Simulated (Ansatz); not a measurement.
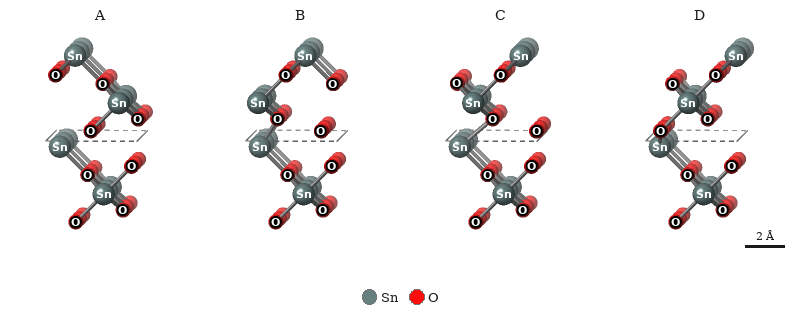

Frames of a one-coordinate scan of crystalline SnO2 (P4_2/mnm). A ball-and-stick model of the layers on both sides of the dashed plane, seen from the side, nearly along that plane.

These are results of Ansatz, DFT r2SCAN, scalar-relativistic, plane waves, PAW, not measurements. Set-up: plane-wave cutoff 500 eV; k-point mesh 8 × 6 × 3; occupations gaussian; smearing width 0.05 eV; no spin polarisation. Energies (free energies at the smearing named) are counted from the relaxed crystal.

Question: Which coordinate changes from frame to frame?

Answer: The crystal above a cut along the (0 1 0) plane of the conventional cell (between a plane of Sn below and one of O above, 0.92 Å apart) is slid rigidly by fractions of an in-plane lattice vector 4.76 Å long (a generalised stacking fault). In the frames the slip is 0.167 (A), 0.50 (B), 0.667 (C), 0.833 (D). One cut stands in each cell, which starts 9.5 Å high; nothing is relaxed, and the dashed outline marks the cut. Their energies are 5147 mJ/m², 6960 mJ/m², 4720 mJ/m², 2667 mJ/m².
